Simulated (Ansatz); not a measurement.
# The perfect Nb wire along [100], 9 atoms a period

Wanted: the relaxed geometry and the bands of the Nb wire along [100], 9 atoms a period.

Method: DFT PBE, plane waves, PAW; relaxation of a wire's period; PAW set soft_1, in the first sound run; inputs show where later runs differ, in Ansatz 0.2.0.

**1. Starting point**

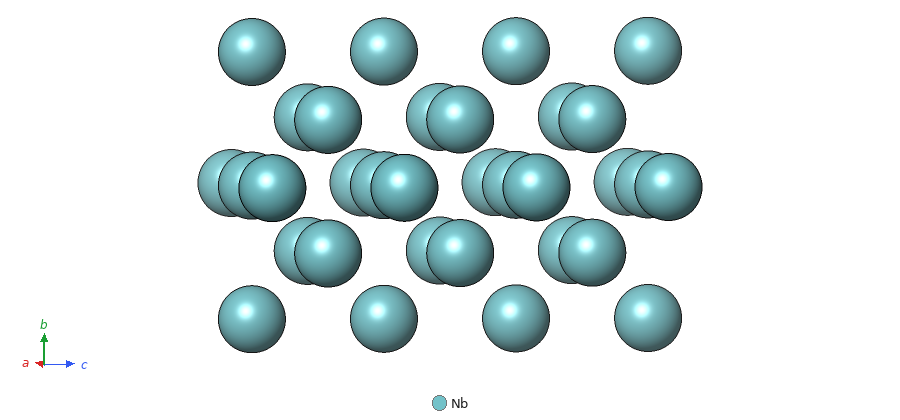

Start, viewed from the side, with the c axis across the page; niobium teal. 1×1×3 cells are drawn. Some periodic images of atoms are drawn too.

The cell holds 9 atoms: 9 Nb. Cell: a = 13.420 Å, b = 13.420 Å, c = 3.310 Å, α = 90.0°, β = 90.0°, γ = 90.0°. Vacuum lies along a and b. The structure's axis is c.

**2. Relaxing the period**

Band widths follow the bond lengths, so the wire is relaxed first. The atoms and the third cell vector are free; the box across stays fixed as vacuum. A Fermi-Dirac smearing is set since the result may be a metal. The pressure printed is a third of the stress's trace over the whole box, vacuum included; only the stress along the axis is relaxed.

Contents of input.yaml:

```yaml
crystal:
  lattice:
    - [13.42, 0.0, 0.0]
    - [0.0, 13.42, 0.0]
    - [0.0, 0.0, 3.31]
  atoms:
    - { symbol: Nb, position: [0.253353204, 0.5, 0.0] }
    - { symbol: Nb, position: [0.5, 0.253353204, 0.0] }
    - { symbol: Nb, position: [0.5, 0.5, 0.0] }
    - { symbol: Nb, position: [0.5, 0.746646796, 0.0] }
    - { symbol: Nb, position: [0.746646796, 0.5, 0.0] }
    - { symbol: Nb, position: [0.376676602, 0.376676602, 0.5] }
    - { symbol: Nb, position: [0.376676602, 0.623323398, 0.5] }
    - { symbol: Nb, position: [0.623323398, 0.376676602, 0.5] }
    - { symbol: Nb, position: [0.623323398, 0.623323398, 0.5] }
kpoints:
  mp_grid: { grid: [1, 1, 25] }
scf:
  occupations: { method: fermi_dirac, width: 0.05 }
hamiltonian:
  xc: pbe
  pseudopotentials: { kind: paw, azcp: { folder: soft_1 } }
relax:
  cell: { fix: [a, b, alpha, beta, gamma] }
  max_steps: 45
  f_tol: 0.03
```

Launch:

```console
$ ansatz run input.yaml --threads 4 --pin off --max-ram 16384MiB --backend cpu --events-out ev --progress --plain --runs-dir out
```

Numbers of over 12 decimals in the logs are rounded to 6 here.

Output:

```text
Engine: ansatz 0.2.0, aarch64-unknown-linux-gnu
Pseudopotentials: kind: paw
Pseudopotential: Nb, paw, valence charge 13, recommended cutoff 420 eV (normal), soft_1/Nb.paw.azcp
Functional definition: PBE
  parameter kappa = 0.804
  parameter beta = 0.066725
  exchange = pbe_x(kappa = kappa, mu = beta*pi^2/3)
  correlation = pbe_c(beta = beta)
Crystal: 9 atoms, lattice volume = 596.119 Å³
Basis set: ecut = 420 eV, 11687 PW (Γ), exchange–correlation on 180×180×48 points (8 copies of the dense FFT grid, shifted against one another)
Bands: 71, of which v1, the nominal top of the filled ones, is band 59 counted from 1 (58 counted from 0)
Symmetry: 16 space group operations
Space group: P4/mmm (ITA 123), of the structure as read, at distance tolerance 8.4e-5 Å
k-points: 13 of 25
Non-local potential: Nb, projectors of the file, l = 0: 3, l = 1: 2, l = 2: 2, l = 3: 1
PAW form: soft (Blöchl's): semilocal exchange-correlation on the pseudo side does not see the compensation charge
PAW one-centre angular grid: Nb, 590 points (default); XC on 64 Gauss nodes
Initial density: superposition of atomic densities (neutral atoms: chi_scale 0, normalization atom)
Initial wavefunctions: pseudopotential atomic-orbital guess
Functional: x = pbe(κ = 0.804, μ = 0.219515), c = pbe(β = 0.066725)
SCF iter   1: F=—  HF=-40969.256937 eV  |F-HF|=—  |Δ(HF+E_count)|=         —  Δρ=5.04e-2  dr2=8.32e1  ethr=3.10e-3  ⟨swp⟩=9.8  Hψ=4160  notcnv=0
preconditioner: auto → LDOS  [metal: Δε(μ)=0.007 eV  Ē_g=3.403 eV  σ=0.050 eV  W_gap=0.04  n_scr=78 (ndim 8)  ℏωp=10.2 eV  f_vac=0.538  D(μ)=11.21/eV (n_scr^D=44)  β→1.0]
SCF iter   2: F=—  HF=-40962.688883 eV  |F-HF|=—  |Δ(HF+E_count)|=    6.57e0  Δρ=4.48e-2  dr2=7.23e1  ethr=3.10e-3  ⟨swp⟩=6.5  Hψ=2815  notcnv=0  defer=13
SCF iter   3: F=—  HF=-40958.255946 eV  |F-HF|=—  |Δ(HF+E_count)|=    4.43e0  Δρ=1.03e-2  dr2=4.55e0  ethr=3.10e-3  ⟨swp⟩=5.2  Hψ=2522  notcnv=0  defer=6
SCF iter   4: F=—  HF=-40957.921721 eV  |F-HF|=—  |Δ(HF+E_count)|=   3.34e-1  Δρ=3.40e-3  dr2=4.28e-1  ethr=3.10e-3  ⟨swp⟩=2.5  Hψ=1192  notcnv=0  defer=9
SCF iter   5: F=—  HF=-40957.905336 eV  |F-HF|=—  |Δ(HF+E_count)|=   1.64e-2  Δρ=1.67e-3  dr2=8.16e-2  ethr=3.66e-4  ⟨swp⟩=4.3  Hψ=1587  notcnv=0  defer=10
SCF iter   6: F=—  HF=-40957.901715 eV  |F-HF|=—  |Δ(HF+E_count)|=   3.62e-3  Δρ=7.03e-4  dr2=5.86e-3  ethr=6.97e-5  ⟨swp⟩=2.0  Hψ=1300  notcnv=0  defer=9
SCF iter   7: F=—  HF=-40957.901449 eV  |F-HF|=—  |Δ(HF+E_count)|=   2.65e-4  Δρ=1.86e-4  dr2=4.60e-4  ethr=5.01e-6  ⟨swp⟩=2.5  Hψ=1218  notcnv=0  defer=9
SCF iter   8: F=—  HF=-40957.901536 eV  |F-HF|=—  |Δ(HF+E_count)|=   8.64e-5  Δρ=8.33e-5  dr2=1.43e-4  ethr=3.93e-7  ⟨swp⟩=2.2  Hψ=1290  notcnv=0  defer=9
SCF iter   9: F=—  HF=-40957.901550 eV  |F-HF|=—  |Δ(HF+E_count)|=   1.43e-5  Δρ=2.00e-5  dr2=9.17e-6  ethr=1.22e-7  ⟨swp⟩=2.0  Hψ=1178  notcnv=0  defer=9
SCF iter  10: F=—  HF=-40957.901802 eV  |F-HF|=—  |Δ(HF+E_count)|=   2.52e-4  Δρ=5.65e-6  dr2=4.65e-7  ethr=7.84e-9  ⟨swp⟩=2.5  Hψ=1267  notcnv=0  defer=9
SCF iter  11: F=-40957.901802 eV  HF=-40957.901802 eV  |F-HF|=2.67e-8  |Δ(HF+E_count)|=   1.92e-7  Δρ=2.07e-6  dr2=5.89e-8  ethr=8.55e-11  ⟨swp⟩=6.1  Hψ=3535  notcnv=0
SCF 1 converged in 11 iterations: F = -40957.901802 eV  dr2 = 5.89e-8
  greatest PAW one-centre occupation: 0.998 electrons in one spin orbital (limit 2), on the Nb atom at site 2 (counted from 0), in its partial waves of l = 0
relax step   1: F+E_penalty+E_count = -40957.90180211 eV  Δ(F+E_penalty+E_count) = +0.000e0 eV  max|allowed force component| = 1.838e0 eV/Å  Δτ_max = 0.0000 Å  P = -4.582 GPa  Ω = 596.119 Å³  fix = [a, b, alpha, beta, gamma]  reactions: a -3.839, b -3.839 GPa  (11 SCF iters, dr2 threshold 1.00e-7 eV, accepted)
Crystal: 9 atoms, lattice volume = 574.987 Å³
Basis set: ecut = 420 eV, 11271 PW (Γ), exchange–correlation on 180×180×48 points (8 copies of the dense FFT grid, shifted against one another)
Initial density: handed on by an earlier stage of this run
Initial wavefunctions: those handed on with the density
SCF iter   1: F=—  HF=-40959.576433 eV  |F-HF|=—  |Δ(HF+E_count)|=         —  Δρ=1.48e-2  dr2=4.51e0  ethr=3.10e-3  ⟨swp⟩=11.1  Hψ=4221  notcnv=0  defer=1
preconditioner: auto → LDOS  [metal: Δε(μ)=0.017 eV  Ē_g=2.994 eV  σ=0.050 eV  W_gap=0.08  n_scr=78 (ndim 8)  ℏωp=10.4 eV  f_vac=0.580  D(μ)=15.42/eV (n_scr^D=94)  β→1.0]
SCF iter   2: F=—  HF=-40959.264273 eV  |F-HF|=—  |Δ(HF+E_count)|=   3.12e-1  Δρ=5.51e-3  dr2=4.25e-1  ethr=3.10e-3  ⟨swp⟩=2.5  Hψ=1468  notcnv=0  defer=13
SCF iter   3: F=—  HF=-40959.246464 eV  |F-HF|=—  |Δ(HF+E_count)|=   1.78e-2  Δρ=2.11e-3  dr2=1.28e-1  ethr=3.63e-4  ⟨swp⟩=3.1  Hψ=1647  notcnv=0  defer=13
SCF iter   4: F=—  HF=-40959.238641 eV  |F-HF|=—  |Δ(HF+E_count)|=   7.82e-3  Δρ=6.42e-4  dr2=4.21e-3  ethr=1.09e-4  ⟨swp⟩=2.0  Hψ=1374  notcnv=0  defer=13
SCF iter   5: F=—  HF=-40959.238456 eV  |F-HF|=—  |Δ(HF+E_count)|=   1.85e-4  Δρ=1.63e-4  dr2=5.01e-4  ethr=3.60e-6  ⟨swp⟩=2.8  Hψ=1593  notcnv=0  defer=13
SCF iter   6: F=—  HF=-40959.238870 eV  |F-HF|=—  |Δ(HF+E_count)|=   4.15e-4  Δρ=5.92e-5  dr2=4.54e-5  ethr=4.28e-7  ⟨swp⟩=2.1  Hψ=1223  notcnv=0  defer=13
SCF iter   7: F=—  HF=-40959.238879 eV  |F-HF|=—  |Δ(HF+E_count)|=   9.03e-6  Δρ=1.72e-5  dr2=2.66e-6  ethr=3.88e-8  ⟨swp⟩=2.2  Hψ=1285  notcnv=0  defer=13
SCF iter   8: F=-40959.238881 eV  HF=-40959.238881 eV  |F-HF|=5.36e-8  |Δ(HF+E_count)|=   1.58e-6  Δρ=6.69e-6  dr2=4.59e-7  ethr=7.69e-10  ⟨swp⟩=5.6  Hψ=3436  notcnv=0
SCF 2 converged in 8 iterations: F = -40959.238881 eV  dr2 = 4.59e-7
relax step   2: F+E_penalty+E_count = -40959.23888095 eV  Δ(F+E_penalty+E_count) = -1.337e0 eV  max|allowed force component| = 2.584e-1 eV/Å  Δτ_max = 0.1947 Å  P = -0.384 GPa  Ω = 574.987 Å³  energy of the carried Pulay correction = +7.488e-4 eV  fix = [a, b, alpha, beta, gamma]  reactions: a +0.128, b +0.128 GPa  (8 SCF iters, dr2 threshold 9.00e-7 eV, accepted)
Crystal: 9 atoms, lattice volume = 545.267 Å³
Basis set: ecut = 420 eV, 10591 PW (Γ), exchange–correlation on 180×180×48 points (8 copies of the dense FFT grid, shifted against one another)
iter 1 solved again at ethr=1.00e-3 eV; its pass at ethr=3.10e-3 eV (dr2=1.17e0 eV) is discarded
SCF iter   1: F=—  HF=-40959.304521 eV  |F-HF|=—  |Δ(HF+E_count)|=         —  Δρ=8.38e-3  dr2=1.18e0  ethr=1.00e-3  ⟨swp⟩=1.2  Hψ=5057  notcnv=0
preconditioner: auto → LDOS  [metal: Δε(μ)=0.039 eV  Ē_g=2.939 eV  σ=0.050 eV  W_gap=0.19  n_scr=70 (ndim 8)  ℏωp=10.7 eV  f_vac=0.567  D(μ)=12.27/eV (n_scr^D=60)  β→1.0]
SCF iter   2: F=—  HF=-40959.331806 eV  |F-HF|=—  |Δ(HF+E_count)|=   2.73e-2  Δρ=6.95e-3  dr2=1.39e0  ethr=1.00e-3  ⟨swp⟩=3.8  Hψ=1901  notcnv=0  defer=1
SCF iter   3: F=—  HF=-40959.226337 eV  |F-HF|=—  |Δ(HF+E_count)|=   1.05e-1  Δρ=2.29e-3  dr2=1.34e-1  ethr=1.00e-3  ⟨swp⟩=2.8  Hψ=1501  notcnv=0  defer=10
SCF iter   4: F=—  HF=-40959.217349 eV  |F-HF|=—  |Δ(HF+E_count)|=   8.99e-3  Δρ=3.77e-4  dr2=1.43e-3  ethr=1.15e-4  ⟨swp⟩=2.1  Hψ=1383  notcnv=0  defer=10
SCF iter   5: F=—  HF=-40959.217305 eV  |F-HF|=—  |Δ(HF+E_count)|=   4.37e-5  Δρ=1.62e-4  dr2=2.96e-4  ethr=1.22e-6  ⟨swp⟩=2.9  Hψ=1359  notcnv=0  defer=10
SCF iter   6: F=—  HF=-40959.217453 eV  |F-HF|=—  |Δ(HF+E_count)|=   1.48e-4  Δρ=4.94e-5  dr2=2.66e-5  ethr=2.53e-7  ⟨swp⟩=2.0  Hψ=1259  notcnv=0  defer=10
SCF iter   7: F=—  HF=-40959.217464 eV  |F-HF|=—  |Δ(HF+E_count)|=   1.10e-5  Δρ=1.52e-5  dr2=1.46e-6  ethr=2.27e-8  ⟨swp⟩=2.5  Hψ=1497  notcnv=0  defer=10
SCF iter   8: F=-40959.217466 eV  HF=-40959.217466 eV  |F-HF|=3.51e-8  |Δ(HF+E_count)|=   2.14e-6  Δρ=4.31e-6  dr2=1.38e-7  ethr=7.69e-10  ⟨swp⟩=5.1  Hψ=3331  notcnv=0
SCF 3 converged in 8 iterations: F = -40959.217466 eV  dr2 = 1.38e-7
relax step   3: F+E_penalty+E_count = -40959.21746621 eV  Δ(F+E_penalty+E_count) = +2.141e-2 eV  max|allowed force component| = 2.823e-1 eV/Å  Δτ_max = 0.1188 Å  P = +0.146 GPa  Ω = 545.267 Å³  energy of the carried Pulay correction = +1.849e-3 eV  fix = [a, b, alpha, beta, gamma]  (8 SCF iters, dr2 threshold 9.00e-7 eV, rejected (line search))
Crystal: 9 atoms, lattice volume = 561.385 Å³
Basis set: ecut = 420 eV, 10975 PW (Γ), exchange–correlation on 180×180×48 points (8 copies of the dense FFT grid, shifted against one another)
iter 1 solved again at ethr=3.49e-4 eV; its pass at ethr=3.10e-3 eV (dr2=4.09e-1 eV) is discarded
SCF iter   1: F=—  HF=-40959.370957 eV  |F-HF|=—  |Δ(HF+E_count)|=         —  Δρ=4.79e-3  dr2=4.13e-1  ethr=3.49e-4  ⟨swp⟩=2.2  Hψ=4787  notcnv=0
preconditioner: auto → LDOS  [metal: Δε(μ)=0.029 eV  Ē_g=2.963 eV  σ=0.050 eV  W_gap=0.15  n_scr=78 (ndim 8)  ℏωp=10.5 eV  f_vac=0.577  D(μ)=14.07/eV (n_scr^D=86)  β→1.0]
SCF iter   2: F=—  HF=-40959.358763 eV  |F-HF|=—  |Δ(HF+E_count)|=   1.22e-2  Δρ=2.92e-3  dr2=2.35e-1  ethr=3.49e-4  ⟨swp⟩=3.2  Hψ=1439  notcnv=0
SCF iter   3: F=—  HF=-40959.342035 eV  |F-HF|=—  |Δ(HF+E_count)|=   1.67e-2  Δρ=1.09e-3  dr2=3.52e-2  ethr=2.01e-4  ⟨swp⟩=2.7  Hψ=1470  notcnv=0  defer=1
SCF iter   4: F=—  HF=-40959.339735 eV  |F-HF|=—  |Δ(HF+E_count)|=   2.30e-3  Δρ=2.37e-4  dr2=7.83e-4  ethr=3.01e-5  ⟨swp⟩=2.1  Hψ=1228  notcnv=0
SCF iter   5: F=—  HF=-40959.339718 eV  |F-HF|=—  |Δ(HF+E_count)|=   1.72e-5  Δρ=9.06e-5  dr2=1.13e-4  ethr=6.69e-7  ⟨swp⟩=2.1  Hψ=1275  notcnv=0
SCF iter   6: F=—  HF=-40959.339745 eV  |F-HF|=—  |Δ(HF+E_count)|=   2.74e-5  Δρ=2.68e-5  dr2=7.67e-6  ethr=9.64e-8  ⟨swp⟩=2.0  Hψ=1287  notcnv=0
SCF iter   7: F=—  HF=-40959.340055 eV  |F-HF|=—  |Δ(HF+E_count)|=   3.10e-4  Δρ=9.54e-6  dr2=1.14e-6  ethr=6.56e-9  ⟨swp⟩=3.1  Hψ=1654  notcnv=0
SCF iter   8: F=—  HF=-40959.340056 eV  |F-HF|=—  |Δ(HF+E_count)|=   3.02e-7  Δρ=2.81e-6  dr2=8.11e-8  ethr=9.73e-10  ⟨swp⟩=2.1  Hψ=1279  notcnv=0
SCF iter   9: F=—  HF=-40959.340056 eV  |F-HF|=—  |Δ(HF+E_count)|=   2.32e-8  Δρ=1.01e-6  dr2=1.22e-8  ethr=6.93e-11  ⟨swp⟩=2.6  Hψ=1611  notcnv=0
SCF iter  10: F=—  HF=-40959.340056 eV  |F-HF|=—  |Δ(HF+E_count)|=   3.70e-9  Δρ=3.06e-7  dr2=1.42e-9  ethr=1.04e-11  ⟨swp⟩=2.1  Hψ=1286  notcnv=0
SCF iter  11: F=—  HF=-40959.340056 eV  |F-HF|=—  |Δ(HF+E_count)|=  2.11e-10  Δρ=1.23e-7  dr2=1.82e-10  ethr=1.21e-12  ⟨swp⟩=2.5  Hψ=1718  notcnv=0
SCF iter  12: F=-40959.340056 eV  HF=-40959.340056 eV  |F-HF|=1.46e-11  |Δ(HF+E_count)|=  1.60e-10  Δρ=3.78e-8  dr2=1.52e-11  ethr=1.00e-12  ⟨swp⟩=5.1  Hψ=3169  notcnv=0
SCF 4 converged in 12 iterations: F = -40959.340056 eV  dr2 = 1.52e-11
relax step   4: F+E_penalty+E_count = -40959.34005580 eV  Δ(F+E_penalty+E_count) = -1.012e-1 eV  max|allowed force component| = 1.785e-2 eV/Å  Δτ_max = 0.0553 Å  P = -0.063 GPa  Ω = 561.385 Å³  energy of the carried Pulay correction = +1.245e-3 eV  fix = [a, b, alpha, beta, gamma]  reactions: a -0.047, b -0.047 GPa  (12 SCF iters, accepted)
Crystal: 9 atoms, lattice volume = 560.895 Å³
iter 1 solved again at ethr=1.44e-6 eV; its pass at ethr=3.10e-3 eV (dr2=1.68e-3 eV) is discarded
SCF iter   1: F=—  HF=-40959.340135 eV  |F-HF|=—  |Δ(HF+E_count)|=         —  Δρ=2.32e-4  dr2=1.80e-3  ethr=1.44e-6  ⟨swp⟩=2.5  Hψ=4036  notcnv=0
preconditioner: auto → LDOS  [metal: Δε(μ)=0.019 eV  Ē_g=2.953 eV  σ=0.050 eV  W_gap=0.09  n_scr=78 (ndim 8)  ℏωp=10.5 eV  f_vac=0.576  D(μ)=14.11/eV (n_scr^D=86)  β→1.0]
SCF iter   2: F=—  HF=-40959.340083 eV  |F-HF|=—  |Δ(HF+E_count)|=   5.29e-5  Δρ=1.64e-4  dr2=8.82e-4  ethr=1.44e-6  ⟨swp⟩=2.0  Hψ=1230  notcnv=0
SCF iter   3: F=—  HF=-40959.340017 eV  |F-HF|=—  |Δ(HF+E_count)|=   6.52e-5  Δρ=2.90e-5  dr2=1.27e-5  ethr=7.54e-7  ⟨swp⟩=2.0  Hψ=1211  notcnv=0
SCF iter   4: F=—  HF=-40959.340335 eV  |F-HF|=—  |Δ(HF+E_count)|=   3.18e-4  Δρ=1.13e-5  dr2=1.91e-6  ethr=1.09e-8  ⟨swp⟩=3.0  Hψ=1708  notcnv=0
SCF iter   5: F=—  HF=-40959.340335 eV  |F-HF|=—  |Δ(HF+E_count)|=   9.27e-8  Δρ=3.68e-6  dr2=2.24e-7  ethr=1.63e-9  ⟨swp⟩=2.0  Hψ=1133  notcnv=0
SCF iter   6: F=-40959.340335 eV  HF=-40959.340335 eV  |F-HF|=4.86e-9  |Δ(HF+E_count)|=   4.78e-8  Δρ=9.70e-7  dr2=9.76e-9  ethr=1.99e-11  ⟨swp⟩=4.2  Hψ=3927  notcnv=0
SCF 5 converged in 6 iterations: F = -40959.340335 eV  dr2 = 9.76e-9
relax step   5: F+E_penalty+E_count = -40959.34033504 eV  Δ(F+E_penalty+E_count) = -2.792e-4 eV  max|allowed force component| = 6.863e-3 eV/Å  Δτ_max = 0.0018 Å  P = +0.024 GPa  Ω = 560.895 Å³  energy of the carried Pulay correction = +1.263e-3 eV  fix = [a, b, alpha, beta, gamma]  reactions: a +0.031, b +0.031 GPa  (6 SCF iters, dr2 threshold 2.32e-8 eV, accepted)
Initial wavefunctions: pseudopotential atomic-orbital guess (no wavefunctions were taken with the density)
iter 1 solved again at ethr=1.12e-7 eV; its pass at ethr=3.10e-3 eV (dr2=1.31e-4 eV) is discarded
SCF iter   1: F=—  HF=-40959.338868 eV  |F-HF|=—  |Δ(HF+E_count)|=         —  Δρ=5.11e-5  dr2=1.89e-6  ethr=1.12e-7  ⟨swp⟩=5.6  Hψ=7356  notcnv=0
preconditioner: auto → LDOS  [metal: Δε(μ)=0.018 eV  Ē_g=2.951 eV  σ=0.050 eV  W_gap=0.09  n_scr=78 (ndim 8)  ℏωp=10.5 eV  f_vac=0.576  D(μ)=14.10/eV (n_scr^D=86)  β→1.0]
SCF iter   2: F=—  HF=-40959.339195 eV  |F-HF|=—  |Δ(HF+E_count)|=   3.27e-4  Δρ=6.41e-6  dr2=1.25e-7  ethr=1.61e-9  ⟨swp⟩=2.4  Hψ=1737  notcnv=0
SCF iter   3: F=—  HF=-40959.339195 eV  |F-HF|=—  |Δ(HF+E_count)|=   3.17e-8  Δρ=2.06e-6  dr2=3.27e-8  ethr=1.07e-10  ⟨swp⟩=2.7  Hψ=1797  notcnv=0
SCF iter   4: F=—  HF=-40959.339195 eV  |F-HF|=—  |Δ(HF+E_count)|=   3.83e-9  Δρ=5.00e-7  dr2=3.68e-9  ethr=2.80e-11  ⟨swp⟩=3.5  Hψ=1781  notcnv=0
SCF iter   5: F=—  HF=-40959.339195 eV  |F-HF|=—  |Δ(HF+E_count)|=  3.06e-10  Δρ=9.32e-8  dr2=1.09e-10  ethr=3.15e-12  ⟨swp⟩=2.2  Hψ=1298  notcnv=0
SCF iter   6: F=-40959.339195 eV  HF=-40959.339195 eV  |F-HF|=0.00e0  |Δ(HF+E_count)|=  2.91e-11  Δρ=3.98e-8  dr2=9.99e-12  ethr=1.00e-12  ⟨swp⟩=5.3  Hψ=3364  notcnv=0
SCF 6 converged in 6 iterations: F = -40959.339195 eV  dr2 = 9.99e-12
relax step   6: F+E_penalty+E_count = -40959.33919483 eV  Δ(F+E_penalty+E_count) = +1.140e-3 eV  max|allowed force component| = 6.998e-3 eV/Å  Δτ_max = 0.0000 Å  P = +0.024 GPa  Ω = 560.895 Å³  fix = [a, b, alpha, beta, gamma]  reactions: a +0.032, b +0.032 GPa  stress off target by 8.59e-3 GPa on what of the cell is left free  SCF on the basis re-selected at this cell (its energy is not comparable with the rows above)  (6 SCF iters)
basis re-selected at this cell: Δ(F+E_penalty+E_count) = +1.140e-3 eV, ΔP = -0.000 GPa vs the last step (what re-selecting the basis moved, of the pressure what is left beyond the Pulay correction that the steps carried, after the strain that the cell walked since its last selection, with what the two solves' SCF thresholds leave and, on support functions, any second-order correction that the steps lacked; it is no m [...]
SCF converged after 6 iterations
Free energy (F): -40959.339195 eV
Harris-Foulkes:  -40959.339195 eV  (|F-HF|=0.00e0)
Internal energy: -40959.225175 eV  (E = F + TS)
E sigma→0 (E₀):  -40959.282185 eV
Entropy (-TS):   -0.114020 eV (-12.669 meV/atom)
Fermi energy:    2.606978 eV
--- Per-component energies (eV) ---
  E_band       = -2411.820895
  E_kinetic    = 3356.972311
  E_local      = -48294.118181  (includes V_loc(G=0)·N_el)
  E_nonlocal   = 869.391228
  E_hartree    = 22257.768401
  E_xc         = -1482.492724
  E_vxc        = -1793.485693  (∫ρ·V_xc dr)
  E_paw        = -27744.088979  (= ΣΔE_a)
  E_vpaw       = -1066.117582  (= ΣTr[D̂ρ^β])
  E_aug_tail   = 0.000404  (compensation charges beyond the density's cutoff)
  E_ewald      = 10077.342364
  E_smearing   = -0.114020  (= −TS)
  E_closure    = 0.000000  (closes the sum)
  Σ components = -40959.339195   (vs F -40959.339195, Δ=0.00e0)
--- Forces (eV/Å), atoms counted from 1 ---
  atom   1  Nb    -0.00699816     0.00000000     0.00000000
  atom   2  Nb     0.00000000    -0.00699816     0.00000000
  atom   3  Nb    -0.00000000     0.00000000     0.00000000
  atom   4  Nb     0.00000000     0.00699816     0.00000000
  atom   5  Nb     0.00699816    -0.00000000     0.00000000
  atom   6  Nb    -0.00047525    -0.00047525     0.00000000
  atom   7  Nb    -0.00047525     0.00047525     0.00000000
  atom   8  Nb     0.00047525    -0.00047525     0.00000000
  atom   9  Nb     0.00047525     0.00047525     0.00000000
  max |Σ_I F_I| component: 1.95e-18 eV/Å
--- Stress (GPa, compression-positive) ---
        0.031826       0.000000       0.000000
        0.000000       0.031826       0.000000
        0.000000       0.000000       0.008589
  P = ⅓ Tr σ = 0.0241 GPa (0.241 kbar)
--- Relaxed structure (5 steps of the walk, 4 accepted, 1 SCFs on fresh bases) ---
  F+E_penalty+E_count = -40959.33919483 eV   max|allowed force component| = 6.998e-3 eV/Å   (the final SCF, on the basis selected at the relaxed cell)
  cell:  # Å, volume = 560.8947 Å³
    - [13.42, 0.0, 0.0]
    - [0.0, 13.42, 0.0]
    - [0.0, 0.0, 3.114414]
  atoms:
    - { symbol: Nb, position: [0.267840, 0.5, 0.0] }
    - { symbol: Nb, position: [0.5, 0.267840, 0.0] }
    - { symbol: Nb, position: [0.5, 0.5, 0.0] }
    - { symbol: Nb, position: [0.5, 0.732160, 0.0] }
    - { symbol: Nb, position: [0.732160, 0.5, 0.0] }
    - { symbol: Nb, position: [0.376691, 0.376691, 0.500000] }
    - { symbol: Nb, position: [0.376691, 0.623309, 0.500000] }
    - { symbol: Nb, position: [0.623309, 0.376691, 0.500000] }
    - { symbol: Nb, position: [0.623309, 0.623309, 0.500000] }
```

It took 62 s on 4 threads of Arm Neoverse V1, shared host; peak memory 1.4 GiB; 4 min of CPU time.

(Part 1 of 2 ends here.)

[Logs are printed without paths, hosts, clocks, repeated set-up lines and the standing remarks that a program may print on its own settings, such as how far it seeks lower states.]

[Hosts, paths, dates, database ids (printed as entryN), source tags and the programs' standing remarks are cut or masked in the printed files.]
